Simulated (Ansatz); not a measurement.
# Li5SbCl2 (built on the sites of a database entry of Li5NCl2): following an unstable mode, part 3 of 3

Aim: this structure of Li5SbCl2 (built on the sites of a database entry of Li5NCl2) is to be tested for unstable modes, and one is followed downhill.

Ansatz 0.2.0; DFT PBEsol, scalar-relativistic, plane waves, PAW.

So far. Step 5 (Energy along the mode, all amplitudes (two of the runs …): The lowest of the steps tried is at 0.45 Å, 5.53 meV/atom below the parent; the bottom of the well need not coincide with a step. Step 7 (The new phase in its own primitive cell): The largest force component left is 0.41 meV/Å and the pressure is 0.000 GPa, within the tolerances set. The cell now holds 19.04 Å³/atom.

The structure was built from a prototype and need not be the compound's stable phase.

### 8. Modes of the new phase, k-mesh 6×6×4, occupations fixed

A relaxed structure may still be a saddle point, so its zone-centre modes are computed. The response to a homogeneous field gives the Born charges and the dielectric tensor.

File input.yaml:

```yaml
crystal:
  lattice:
    - [3.6535607087, -2.2857553211, 0.0002173282]
    - [3.6535607087, 2.2857553211, 0.0002173282]
    - [-0.8055878295, 0.0, 9.1181471609]
  atoms:
    - { symbol: Li, position: [0.7394707342, 0.2605292658, 0.5] }
    - { symbol: Li, position: [0.4566576977, 0.8747483663, 0.7934748357] }
    - { symbol: Li, position: [0.1252516337, 0.5433423023, 0.2065251643] }
    - { symbol: Li, position: [0.4989833011, 0.8398105781, 0.095006684] }
    - { symbol: Li, position: [0.1601894219, 0.5010166989, 0.904993316] }
    - { symbol: Sb, position: [0.8374898424, 0.1625101576, 0.0] }
    - { symbol: Cl, position: [0.2225287736, 0.3884912377, 0.6400830752] }
    - { symbol: Cl, position: [0.6115087623, 0.7774712264, 0.3599169248] }
kpoints:
  mp_grid: { grid: [6, 6, 4] }
hamiltonian:
  xc: pbesol
scf:
  occupations: { method: fixed }
output:
  eigenvalues: true
phonons:
  method: dfpt
  dielectric: true
  rigid_motions: translations
```

Run with:

```
> ansatz run input.yaml --threads 8 --pin off --max-ram 14336MiB --backend cpu --events-out ev --progress --plain --runs-dir out
```

Numbers of over 12 decimals in the logs are rounded to 6 here.

Output:

```text
[...]
Crystal: 8 atoms, lattice volume = 152.295 Å³
Basis set: ecut = 420 eV, 2981 PW (Γ), exchange–correlation on 60×60×128 points (8 copies of the dense FFT grid, shifted against one another)
Bands: 30, of which v1, the nominal top of the filled ones, is band 22 counted from 1 (21 counted from 0)
Symmetry: 2 space group operations
k-points: 76 of 144 (irreducible under 1 space group operation, time reversal used)
[...]
SCF iter   1: F=—  HF=-9553.439843 eV  |F-HF|=—  |Δ(HF+E_count)|=         —  Δρ=3.23e-3  dr2=3.07e-2  ethr=1.77e-3  ⟨swp⟩=5.1  Hψ=8704  notcnv=0  defer=434
[...]
SCF iter   9: F=-9553.425686 eV  HF=-9553.425686 eV  |F-HF|=7.28e-12  |Δ(HF+E_count)|=  2.76e-10  Δρ=1.30e-7  dr2=4.06e-11  ethr=1.00e-12  ⟨swp⟩=14.8  Hψ=16407  notcnv=0
SCF 1 converged in 9 iterations: F = -9553.425686 eV  dr2 = 4.06e-11
[...]
NSCF: frozen V_eff on 3 k-points
DFPT response loops at Γ: preconditioner auto → Resta (q_TF=auto, 2.218 Å⁻¹)  ε∞=9.6 (no band partly filled); β = 1.00, the filter's whole step (`scf.mixing.beta` (0.50) is not read by the response loops at its default; to damp them type it under 1.00, their step now; it binds the ground state too); Broyden in place of MSR1
── the response to a field inside a basis, on 12×12×6 k-points: an SCF that follows is theirs, and a resumed run solves both again ──
Bands: 23, of which v1, the nominal top of the filled ones, is band 22 counted from 1 (21 counted from 0)
k-points: 234 of 864 (time reversal used)
[...]
Eigensolver: Dense (234 Hₖ)
SCF iter   1: F=—  HF=-9553.417984 eV  |F-HF|=—  |Δ(HF+E_count)|=         —  Δρ=1.33e-4  dr2=2.07e-5  ethr=1.00e-1
[...]
SCF iter   4: F=-9553.417986 eV  HF=-9553.417986 eV  |F-HF|=4.91e-9  |Δ(HF+E_count)|=   5.37e-9  Δρ=2.42e-6  dr2=1.53e-8  ethr=3.06e-10
SCF 1 converged in 4 iterations: F = -9553.417986 eV  dr2 = 1.53e-8
[...]
WARN: field response: ε∞ stands inside a basis, on 12×12×6 points; the force constants stand on the 6×6×4 k-mesh, whose period is 10.32 times the interband length at k = (0.0000, 0.0000, 0.0000), direct gap 0.653 eV, under 14: take them and everything formed from them as unconverged, and compare with a denser kpoints.mp_grid
SCF converged after 9 iterations
Free energy (F): -9553.425686 eV
[...]
Internal energy: -9553.425686 eV  (E = F + TS)
E sigma→0 (E₀):  -9553.425686 eV
Fermi energy:    4.995875 eV
[...]
--- Band table (eV; the first three rows and the last of 76) ---
  k-point 0: bands = [... 18 lower, 0.3889, 3.1486, 4.6785, 4.9959, 5.6490, 6.6191, 7.6384, 7.8924, ... 4 higher]
  k-point 1: bands = [... 18 lower, 0.3890, 2.9569, 4.6715, 4.9919, 5.9547, 6.6450, 7.6054, 7.7504, ... 4 higher]
  k-point 2: bands = [... 18 lower, 0.3890, 2.7786, 4.6646, 4.9887, 6.3252, 6.6142, 7.5822, 7.6088, ... 4 higher]
  k-point 75: bands = [... 18 lower, 0.1431, 1.4095, 3.0673, 3.6612, 6.1120, 7.1818, 7.2245, 8.6985, ... 4 higher]
[...]
k mesh reduced under 1 symmetry operation, with k and −k counted as one. Each operation leaves every solved perturbation unchanged. A smaller set is not considered because the run solves the response to a homogeneous field
  ASR residual: 1.130e-4 → 0.000e0 eV/Å²; symmetrization residual: 2.912e-6 eV/Å²
[...]
ε∞ (high-frequency dielectric tensor):
        5.527124     0.000000    -0.052328
        0.000000     5.856580     0.000000
       -0.052328     0.000000     4.118849
  ε⁰ (static dielectric tensor: ions relaxed, cell fixed):
       19.251436    -0.000000     4.408331
       -0.000000    14.814894    -0.000000
        4.408331    -0.000000    16.807000
  ε⁰ − ε∞ (ionic part):
       13.724312    -0.000000     4.460659
       -0.000000     8.958314    -0.000000
        4.460659    -0.000000    12.688151
  softest optical mode at Γ: 49.57 cm⁻¹; the repairs (sum rule, projections) moved no ω² at Γ by more than (2.71 cm⁻¹)²
  Born effective charges Z* (e; rows j = field, columns β = displacement):
    site 0:
         1.28608    0.00000   -0.02453
         0.00000    1.01424    0.00000
         0.02749    0.00000    1.59715
    site 1:
         1.23634    0.09641   -0.03419
         0.06682    1.27414   -0.08600
        -0.00416   -0.06430    1.01313
    site 2:
         1.23634   -0.09641   -0.03419
        -0.06682    1.27414    0.08600
        -0.00416    0.06430    1.01313
    site 3:
         0.64245   -0.00389    0.02329
         0.00342    0.82074   -0.06023
        -0.00516   -0.08103    0.55179
    site 4:
         0.64245    0.00389    0.02329
        -0.00342    0.82074    0.06023
        -0.00516    0.08103    0.55179
    site 5:
        -2.57332   -0.00000   -0.01985
        -0.00000   -2.91536   -0.00000
         0.01957   -0.00000   -1.27498
    site 6:
        -1.23517    0.07411    0.03310
         0.12362   -1.14432    0.03772
        -0.01421   -0.05708   -1.72601
    site 7:
        -1.23517   -0.07411    0.03310
        -0.12362   -1.14432   -0.03772
        -0.01421    0.05708   -1.72601
  Z* charge neutrality: 5.861e-3 e pre-enforcement
  solved inside a basis spanned on kpoints, on 12×12×6 k-points, its susceptibility summed on 14×14×6: ε∞ is read to err by 2.5e-2, Z* by 1.9e-2 e (field_mesh: kpoints solves on kpoints); Z* is corrected for what the basis lacks
  optical modes at Γ without the LO–TO term, one row a degenerate level:
      ω (cm⁻¹)  modes    IR ((D/Å)²/amu)
         49.57      1             1.3649
         57.30      1             0.0074
         75.56      1             0.0326
        104.88      1             0.3892
        110.78      1             1.1554
        152.24      1             9.2797
        157.05      1             2.5739
[...]
optical modes at Γ + LO–TO along q̂ = [1.0000, 0.0000, 0.0000]:
      ω (cm⁻¹)  modes    IR ((D/Å)²/amu)
[...]
optical modes at Γ + LO–TO along q̂ = [0.0000, 1.0000, 0.0000]:
      ω (cm⁻¹)  modes    IR ((D/Å)²/amu)
[...]
optical modes at Γ + LO–TO along q̂ = [0.0000, 0.0000, 1.0000]:
      ω (cm⁻¹)  modes    IR ((D/Å)²/amu)
[...]
190.50      1             9.9803
        207.96      1             1.5170
        210.68      1             2.9643
        233.63      1             0.4069
        289.10      1             0.4277
        304.62      1             2.9419
        328.56      1            17.2744
        372.20      1             1.7745
        384.34      1             2.0220
        414.68      1             0.0000
        426.98      1             0.5097
        441.28      1             0.2026
```

It took 2.6 min on 8 threads of Arm Neoverse V1, shared host; peak memory 2.5 GiB; 19 min of CPU time.

This step gave:

```yaml
sum_rule_residual_before_enforcement: 1.13e-4 eV/Å²
miss_of_the_charge_sum_rule: 0.005861 e
estimated_error_of_the_dielectric_tensor: 0.02512
estimated_error_of_the_born_charges: 0.01882 e
point_group: 2
highest_optical_mode_at_the_zone_centre_no_lo_to_term: 441.3 cm⁻¹
lowest_optical_zone_centre_mode: 49.57 cm⁻¹
mean_high_frequency_dielectric_constant: 5.168
largest_born_charge_third_of_the_trace: -2.255 e
mean_static_dielectric_constant: 16.96
top_of_the_zone_centre_spectrum_with_the_field: 442.1 cm⁻¹
```

Patterns of degenerate modes are one choice out of their space. The modes at Γ (shares of kinetic energy by element, %):

| mode | frequency (cm⁻¹) | symmetry | Li % | Sb % | Cl % |
| --- | --- | --- | --- | --- | --- |
| 1 | 0.0 | acoustic | 15 | 54 | 31 |
| 2 | 0.0 | acoustic | 15 | 54 | 31 |
| 3 | 0.0 | acoustic | 15 | 54 | 31 |
| 4 | 49.6 | B | 12 | 27 | 61 |
| 5 | 57.3 | A | 2 | 5 | 93 |
| 6 | 75.6 | A | 10 | 28 | 62 |
| 7 | 104.9 | B | 11 | 12 | 78 |
| 8 | 110.8 | B | 22 | 32 | 46 |
| 9 | 152.2 | B | 85 | 0 | 15 |
| 10 | 157.1 | A | 47 | 0 | 53 |
| 11 | 169.6 | A | 70 | 4 | 26 |
| 12 | 174.8 | B | 87 | 7 | 6 |
| 13 | 190.5 | A | 88 | 1 | 11 |
| 14 | 204.8 | B | 77 | 0 | 23 |
| 15 | 208.0 | A | 82 | 3 | 15 |
| 16 | 210.7 | B | 85 | 8 | 7 |
| 17 | 233.6 | A | 95 | 0 | 5 |
| 18 | 289.5 | B | 97 | 2 | 1 |
| 19 | 308.5 | B | 98 | 0 | 2 |
| 20 | 372.2 | A | 96 | 3 | 0 |
| 21 | 382.5 | B | 97 | 3 | 0 |
| 22 | 414.7 | A | 96 | 0 | 4 |
| 23 | 426.8 | B | 98 | 2 | 0 |
| 24 | 441.3 | A | 99 | 1 | 1 |

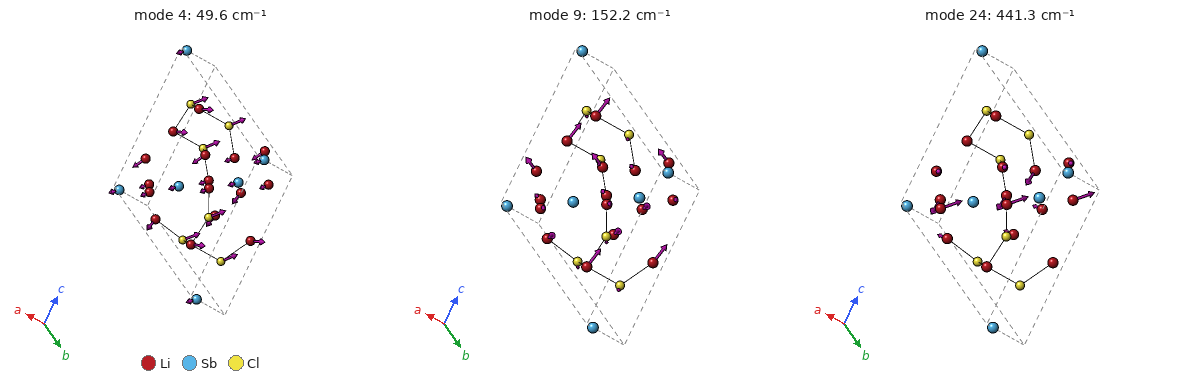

Displacement patterns of modes 4, 9 and 24 at Γ; arrows are exaggerated. Bonds to atoms that aren't drawn are left out. Some periodic images of atoms are drawn too.

Optical modes at the zone centre, without and with the macroscopic field of the longitudinal modes; each column is sorted by frequency, so a row need not hold one and the same mode. Modes with and without the field, by row:

| rank among optical modes | no field (cm⁻¹) | q along (1, 0, 0) (cm⁻¹) | q along (0, 1, 0) (cm⁻¹) | q along (0, 0, 1) (cm⁻¹) |
| --- | --- | --- | --- | --- |
| 1 | 49.6 | 57.3 | 49.6 | 53.3 |
| 2 | 57.3 | 57.7 | 57.4 | 57.3 |
| 3 | 75.6 | 75.6 | 75.7 | 75.6 |
| 4 | 104.9 | 106.4 | 104.9 | 104.9 |
| 5 | 110.8 | 110.8 | 110.8 | 114.3 |
| 6 | 152.2 | 154.1 | 152.2 | 157.1 |
| 7 | 157.1 | 157.1 | 159.6 | 169.1 |
| 8 | 169.6 | 169.6 | 174.8 | 169.6 |
| 9 | 174.8 | 190.5 | 177 | 180.1 |
| 10 | 190.5 | 192.6 | 204.8 | 190.5 |
| 11 | 204.8 | 208 | 205.8 | 208 |
| 12 | 208 | 208.2 | 210.7 | 210.7 |
| 13 | 210.7 | 233.6 | 232.1 | 233.6 |
| 14 | 233.6 | 277.1 | 281.6 | 289.1 |
| 15 | 289.5 | 297.6 | 289.5 | 304.6 |
| 16 | 308.5 | 312.7 | 308.5 | 328.6 |
| 17 | 372.2 | 372.2 | 381.9 | 372.2 |
| 18 | 382.5 | 387.4 | 382.5 | 384.3 |
| 19 | 414.7 | 414.7 | 414.7 | 414.7 |
| 20 | 426.8 | 429 | 426.8 | 427 |
| 21 | 441.3 | 441.3 | 442.1 | 441.3 |

Born charge (rows field, columns displacement) (e), principal values of the symmetric part by kind of site:

| atom | atoms with these values | low | middle | high | mean |
| --- | --- | --- | --- | --- | --- |
| Li1 | 1 | 1.01 | 1.29 | 1.60 | 1.30 |
| Li2 | 2 | 0.99 | 1.18 | 1.35 | 1.17 |
| Li4 | 2 | 0.53 | 0.64 | 0.84 | 0.67 |
| Sb6 | 1 | -2.92 | -2.57 | -1.27 | -2.25 |
| Cl7 | 2 | -1.73 | -1.30 | -1.08 | -1.37 |

In full for Cl7:

```
-1.24  0.07  0.03
 0.12 -1.14  0.04
-0.01 -0.06 -1.73
```

High-frequency dielectric tensor:

```
 5.53  0.00 -0.05
 0.00  5.86  0.00
-0.05  0.00  4.12
```

Static dielectric tensor (ions relaxed, fixed cell):

```
19.25  0.00  4.41
 0.00 14.81  0.00
 4.41  0.00 16.81
```

Transverse modes. Lines of the infrared spectrum (strongest = 100):

| position (cm⁻¹) | label | relative intensity |
| --- | --- | --- |
| 50 | B | 9.4 |
| 57 | A | 0.1 |
| 76 | A | 0.2 |
| 105 | B | 2.7 |
| 111 | B | 8.0 |
| 152 | B | 64 |
| 157 | A | 18 |
| 170 | A | 39 |
| 175 | B | 76 |
| 190 | A | 69 |
| 205 | B | 100 |
| 208 | A | 10 |
| 211 | B | 23 |
| 234 | A | 2.8 |
| 290 | B | 2.7 |
| 308 | B | 2.5 |
| 372 | A | 12 |
| 382 | B | 6.9 |
| 415 | A | 0.0 |
| 427 | B | 3.2 |
| 441 | A | 1.4 |

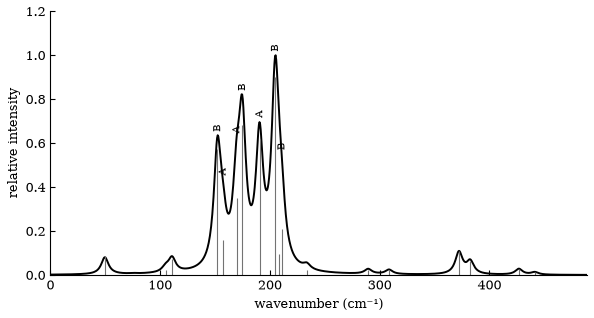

The infrared spectrum, broadened with Lorentzians of width 8 cm⁻¹; bars mark the lines.

Before it was imposed, the acoustic sum rule was missed by 1.1e-4 eV/Å² and the charge sum rule by 0.0059 e. Small misses are needed for a sound result but don't prove that mesh and cutoff are converged. The lowest optical mode is real, 49.6 cm⁻¹.

The log warns of the k mesh: “the force constants stand on the 6×6×4 k-mesh, whose period is 10.32 times the interband length at k = (0.0000, 0.0000, 0.0000), direct gap 0.653 eV, under 14: take them and everything formed from them as unconverged”.

### 9. Outcome

```yaml
unstable_mode_of_the_parent: q = (0, 0, 0), 134i cm⁻¹
depth_at_the_lowest_point_sampled: 5.53 meV/atom
largest_atomic_shift_at_that_point: 0.45 Å
space_group_reached_within_0p01_a: C2
energy_gained_over_the_parent_first_relaxation_on_the_mesh_of_the_frozen_mode: 70.1 meV/atom
volume_per_atom_phase_reached: 19.0 Å³
gap_on_the_k_mesh_phase_reached: 0.653 eV
lowest_optical_zone_centre_mode_phase_reached: 49.6 cm⁻¹
highest_optical_mode_at_the_zone_centre_no_lo_to_term_phase_reached: 441 cm⁻¹
```

What this shows: From this start the structure relaxes into C2, 70.1 meV/atom below the parent. At the parent's cell the well is 5.531 meV/atom deep on the steps tried, with its lowest point at a shift of 0.45 Å. Relaxing atoms and cell changes the gain by +64.60 meV/atom against the lowest step (energies at zero smearing). Most of the total comes from this relaxation. The frozen pattern makes up only 1 % of the final shifts of the atoms, so other modes or strain give most of the change. The new phase has no imaginary mode at the zone centre of its cell; other wavevectors were not checked. Of the 2 patterns followed to their end from this parent, this one ends 51.1 meV/atom above the lowest, R3m. Each path keeps the symmetry of its pattern, so a lower phase may lie along a pattern not tried. With the field response the log warns that the k mesh is coarse for the force constants too, so the frequencies may not be converged. With no gap, or one that is small against the smearing, the frequencies hang on the k mesh and the smearing, most of all near Kohn anomalies. Spin-orbit coupling is left out, which can matter for the heavy elements here. The starting cell was built on a prototype and not taken from a measurement, so the phase need not exist.

[Logs are printed without paths, hosts, clocks, repeated set-up lines and the standing remarks that a program may print on its own settings, such as how far it seeks lower states.]

[Hosts, paths, dates, database ids (printed as entryN), source tags and the programs' standing remarks are cut or masked in the printed files.]
